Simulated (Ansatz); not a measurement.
## Single-point calculation of CuI

The run: single-point calculation of CuI (I-4m2, 2 atoms in the cell). Method and program: DFT, LDA, all-electron LAPW, scalar-relativistic; levels at fixed fractional wave vectors of a strained or displaced cell, no spin polarisation (Ansatz 0.2.0).

The structure derives from an entry of the Crystallography Open Database. It belongs to a series of runs on one base structure; here: film at in-plane strain +0.02. Figures and captions count atoms from 1; the log counts them from 0 in places.

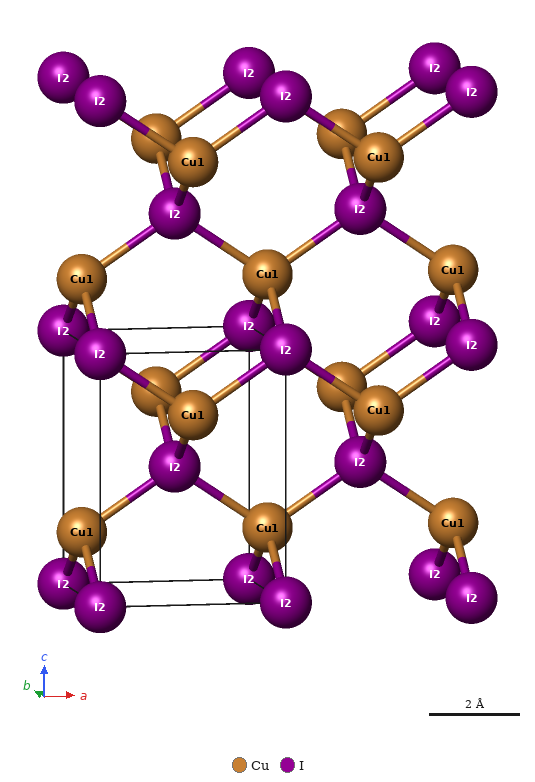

*The input geometry (ball-and-stick view of the cell 2 times as large as that of the calculation, set on its symmetry axes, repeated 2 × 1 × 2, seen slightly off an axis; atoms are numbered from 1 in the order of the input).*

Near neighbours in the crystal (not all of them lie inside the picture): Cu has 4 I at 2.55 Å; I has 4 Cu at 2.55 Å.

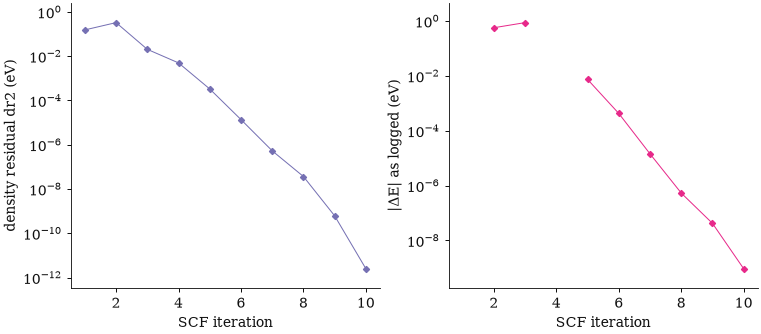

*Convergence of the self-consistent field: density residual dr2 and size of the energy change against the SCF iteration.*

The residual comes down, with one marked jump up, by a factor of about 2, at step 2.

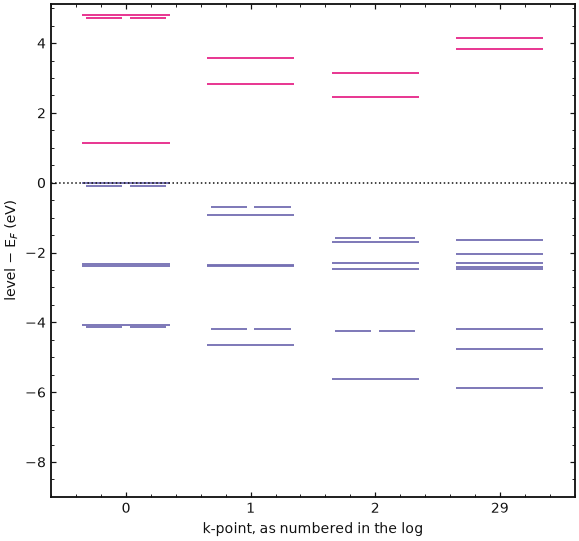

*Kohn–Sham levels near the Fermi level (dotted) at the few k-points that the log prints; levels within 0.02 eV of each other stand side by side.*

Among these points the highest filled and lowest empty levels are 1.13 eV apart, which is the gap on the mesh.

The input that produced these results follows, with the program's output.

### The input
```yaml
crystal:
  lattice:
    - [2.98960850653, 2.98960850653, 0.0]
    - [-2.98960850653, 2.98960850653, 0.0]
    - [0.0, 2.98960850653, 2.84950542402]
  atoms:
    - { symbol: Cu, position: [0.75, 0.25, 0.5] }
    - { symbol: I, position: [0.0, 0.0, 0.0] }
kpoints:
  mp_grid: { grid: [6, 6, 6] }
scf:
  occupations: { method: fixed }
  convergence: { dr2_threshold: 1.0e-10 }
hamiltonian:
  xc: lda
  pseudopotentials: { kind: all_electron, lapw: { basis_error: 0.0005 } }
output:
  forces: true
  stress: true
  eigenstates:
    kpoints:
      - [0.0, 0.0, 0.0]
      - [-0.5, -0.5, -0.5]
      - [-0.5, 0.5, 0.0]
      - [0.0, 0.0, -0.5]
      - [0.0, -0.5, -0.5]
      - [0.0, 0.5, 0.0]
      - [-0.5, 0.0, 0.0]
      - [-0.5, 0.0, -0.5]
  eigenvalues: true
```

Run as:
```bash
ansatz run input.yaml --threads 1 --pin off --max-ram 3072MiB --backend cpu --events-out ev --progress --plain --runs-dir out
```

### Output
```
LAPW: plane waves up to 9.281 Å⁻¹, error target 5.0e-4 eV per atom; small_component_spin mean_spin; Cu in spheres of 1.260 Å, 19 of its electrons in bands, Dirac shells []; I in spheres of 1.289 Å, 25 of its electrons in bands, Dirac shells [] (how accurate: hamiltonian.pseudopotentials.lapw.basis_error, Limitations)
Engine: ansatz 0.2.0, x86_64-unknown-linux-gnu
Pseudopotentials: kind: all_electron
Pseudopotential: Cu, LAPW, valence charge 19, lapw/all_electron/scalar/gaussian/Cu, Koelling and Harmon's equation, gaussian nucleus
Pseudopotential: I, LAPW, valence charge 25, lapw/all_electron/scalar/gaussian/I, Koelling and Harmon's equation, gaussian nucleus
Functional definition: SPW92
  exchange = slater_x
  correlation = pw_c
davidson cushion auto → on  (no smearing: the cushion is to keep the highest requested band from converging to the state above it; pin scf.eigensolver.cushion to override)
Crystal: 2 atoms, lattice volume = 50.936 Å³
Basis set: ecut = 328.1928839349432 eV, 685 PW (Γ), exchange–correlation at level 2
Bands: 27, of which v1, the nominal top of the filled ones, is band 22 counted from 1 (21 counted from 0)
Symmetry: 8 space group operations
Space group: I-4m2 (ITA 119), of the structure as read, at distance tolerance 3.7e-5 Å
k-points: 30 of 216 (time reversal used)
Non-local potential: Cu, projectors of the file, none
Non-local potential: I, projectors of the file, none
Initial density: superposition of atomic densities (chi_scale 0.1, normalization cell, long waves kept (reshape's long-wave potential 0.00 eV rms))
Initial wavefunctions: plane waves of lowest kinetic energy (no species holds an atomic orbital)
Functional: x = slater, c = lda
iter 1 solved again at ethr=3.48e-4 eV; its pass at ethr=1.00e-1 eV (dr2=1.53e-1 eV) is discarded
SCF iter   1: F=—  HF=-238450.466657 eV  |F-HF|=—  |Δ(HF+E_count)|=         —  Δρ=1.96e-2  dr2=1.54e-1  ethr=3.48e-4  ⟨swp⟩=2.8  Hψ=5509  notcnv=0
preconditioner: auto → none  [insulator: Δε(μ)=0.433 eV  Ē_g=9.606 eV  n_scr=14 (ndim 8)  ℏωp=22.1 eV  f_vac=0.175  ε∞_Penn≈6.3]
SCF iter   2: F=—  HF=-238451.038866 eV  |F-HF|=—  |Δ(HF+E_count)|=   5.72e-1  Δρ=1.86e-2  dr2=3.29e-1  ethr=3.48e-4  ⟨swp⟩=3.0  Hψ=2805  notcnv=0  recentre
SCF iter   3: F=—  HF=-238450.159444 eV  |F-HF|=—  |Δ(HF+E_count)|=   8.79e-1  Δρ=6.94e-3  dr2=2.04e-2  ethr=3.48e-4  ⟨swp⟩=3.0  Hψ=2748  notcnv=0
SCF iter   4: F=—  HF=-238450.158009 eV  |F-HF|=—  |Δ(HF+E_count)|=         —  Δρ=2.74e-3  dr2=4.98e-3  ethr=4.64e-5  ⟨swp⟩=2.7  Hψ=2477  notcnv=0
the basis was enlarged: its passes take 168.5 KiB over the memory plan, 1 of 1 planned eigensolver slots
iter 5 solved again at ethr=7.54e-7 eV; its pass at ethr=1.13e-5 eV (dr2=3.32e-4 eV) is discarded
SCF iter   5: F=—  HF=-238450.150547 eV  |F-HF|=—  |Δ(HF+E_count)|=   7.46e-3  Δρ=6.80e-4  dr2=3.31e-4  ethr=7.54e-7  ⟨swp⟩=2.0  Hψ=4252  notcnv=0
SCF iter   6: F=—  HF=-238450.150120 eV  |F-HF|=—  |Δ(HF+E_count)|=   4.28e-4  Δρ=1.36e-4  dr2=1.37e-5  ethr=7.51e-7  ⟨swp⟩=2.9  Hψ=2504  notcnv=0
SCF iter   7: F=—  HF=-238450.150105 eV  |F-HF|=—  |Δ(HF+E_count)|=   1.44e-5  Δρ=2.35e-5  dr2=5.32e-7  ethr=3.10e-8  ⟨swp⟩=3.0  Hψ=2701  notcnv=0
SCF iter   8: F=—  HF=-238450.150105 eV  |F-HF|=—  |Δ(HF+E_count)|=   5.36e-7  Δρ=6.25e-6  dr2=3.67e-8  ethr=1.21e-9  ⟨swp⟩=2.2  Hψ=2428  notcnv=0
SCF iter   9: F=—  HF=-238450.150105 eV  |F-HF|=—  |Δ(HF+E_count)|=   4.21e-8  Δρ=8.43e-7  dr2=6.14e-10  ethr=8.33e-11  ⟨swp⟩=2.9  Hψ=2517  notcnv=0
SCF iter  10: F=-238450.150105 eV  HF=-238450.150105 eV  |F-HF|=1.16e-10  |Δ(HF+E_count)|=  9.31e-10  Δρ=5.24e-8  dr2=2.50e-12  ethr=3.04e-12 (applied; sched 1.40e-12)  ⟨swp⟩=2.2  Hψ=2426  notcnv=0
SCF 1 converged in 10 iterations: F = -238450.150105 eV  dr2 = 2.50e-12
NSCF: frozen V_eff on 8 k-points
SCF converged after 10 iterations
Free energy (F): -238450.150105 eV
Harris-Foulkes:  -238450.150105 eV  (|F-HF|=1.16e-10)
Internal energy: -238450.150105 eV  (E = F + TS)
E sigma→0 (E₀):  -238450.150105 eV
Fermi energy:    10.438074 eV
--- Per-component energies (eV) ---
  E_band       = -1798.436319
  E_kinetic    = 250442.833819
  E_xc         = -6552.955268
  E_electrostatic = -482340.028656  (all electrons and nuclei)
  E_smearing   = -0.000000  (= −TS)
  E_closure    = 0.000000  (closes the sum)
  E_atoms      = -238443.162664  (free atoms, spherical and without spin; not in F)
  Σ components = -238450.150105   (vs F -238450.150105, Δ=0.00e0)
  Basis errors (estimates in eV, not in F): energy 2.1e-4 per atom: plane waves 2.0e-4 (1.1e-4 summed), levels above the bands 0.0e0, relativity 4.9e-9, radial functions 1.8e-5, core shells 2.3e-8; eigenvalues (radial functions only) 5.9e-7; not estimated: angular momenta, meshes, grids; target (lapw.basis_error) 5.0e-4; muffin-tin radii Cu 1.260 Å, I 1.289 Å
--- Forces (eV/Å), atoms counted from 1 ---
  atom   1  Cu    -0.00000000     0.00000000     0.00000000
  atom   2  I      0.00000000     0.00000000     0.00000000
  max |Σ_I F_I| component: 1.39e-17 eV/Å
--- Stress (GPa, compression-positive) ---
       -0.950345       0.000000       0.000000
        0.000000      -0.950345       0.000000
        0.000000       0.000000       0.017494
  P = ⅓ Tr σ = -0.6277 GPa (-6.277 kbar)
--- Band table (eV; the first three rows and the last of 30) ---
  k-point 0: bands = ["-165.1395", "-112.3359", "-112.3359", "-112.3286", "-100.6825", "-58.5404", "-58.5368", "-58.5368", "-35.4262", "-35.4195", "-35.4195", "-35.4176", "-35.4089", "-4.1672", "6.2995", "6.2995", "6.3501", "8.0552", "8.1044", "10.3532", "10.3532", "10.4381", "11.5700", "15.1559", "15.1559", "15.2314", "18.4456"]
  k-point 1: bands = ["-165.1395", "-112.3359", "-112.3359", "-112.3286", "-100.6825", "-58.5404", "-58.5368", "-58.5368", "-35.4264", "-35.4192", "-35.4192", "-35.4174", "-35.4090", "-3.9498", "5.7793", "6.2595", "6.2595", "8.0437", "8.0851", "9.5117", "9.7318", "9.7318", "13.2603", "14.0218", "16.2084", "16.2084", "18.0439"]
  k-point 2: bands = ["-165.1395", "-112.3359", "-112.3359", "-112.3286", "-100.6825", "-58.5405", "-58.5369", "-58.5369", "-35.4267", "-35.4186", "-35.4186", "-35.4171", "-35.4091", "-3.4646", "4.8078", "6.1841", "6.1841", "7.9561", "8.1448", "8.7375", "8.8500", "8.8500", "12.8808", "13.5758", "18.4309", "18.4535", "18.4535"]
  k-point 29: bands = ["-165.1395", "-112.3359", "-112.3359", "-112.3286", "-100.6825", "-58.5404", "-58.5369", "-58.5369", "-35.4255", "-35.4197", "-35.4188", "-35.4174", "-35.4087", "-3.2591", "4.5559", "5.6864", "6.2576", "7.9704", "8.0158", "8.1512", "8.3984", "8.7871", "14.2594", "14.5864", "17.9098", "18.0211", "20.6293"]
```

### Results in brief

```tsv
quantity	value
outcome	converged
space group (tolerance 0.01 Å)	I-4m2 (119)
electrons in bands (core shells apart)	44
free energy	−238450.1501 eV
Fermi energy	10.438 eV
gap on the k-point mesh	1.13 eV
pressure	−0.63 GPa
largest force (length of the vector)	under 0.001 eV/Å
hardware	1 thread of Intel Xeon (Granite Rapids), 64 GiB of memory available, shared host
wall time	14 s
peak memory	0.36 GiB
```
